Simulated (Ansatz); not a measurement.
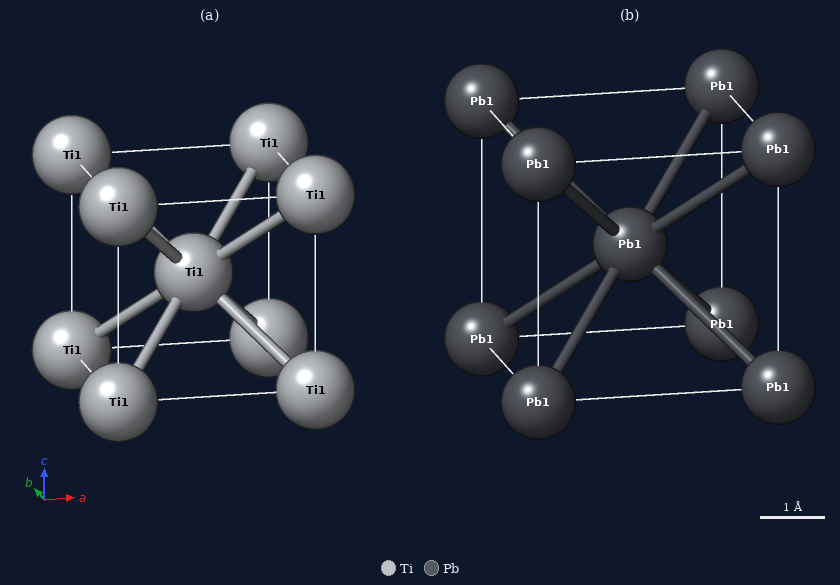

Left: solid Ti (set up in Im-3m). Right: the same structure after one change, at the same scale. Style: ball-and-stick. Shown: the conventional cell (2 times the calculation's cell), slightly off an axis. Lengths and directions refer to the drawn axes.

These are results of DFT PBEsol, scalar-relativistic, plane waves, PAW in Ansatz, not measurements. (plane-wave cutoff 420 eV; occupations gaussian; smearing width 0.1 eV; no spin polarisation) The k-mesh is chosen for each cell (18×18×18, 16×16×16).

Q: Which change leads from the left to the right?

A: Every titanium atom is replaced by lead, which gives Pb. Cell and atoms are relaxed again (to zero pressure within 0.1 GPa, forces under 0.01 eV/Å).

Q: How do the computed properties respond?

A: The volume per atom goes from 16.54 to 29.88 Å³. The volume changes by +80.6 %, with a = b = c 3.210 → 3.910 Å (+21.8 %). The space group stays Im-3m (No. 229).
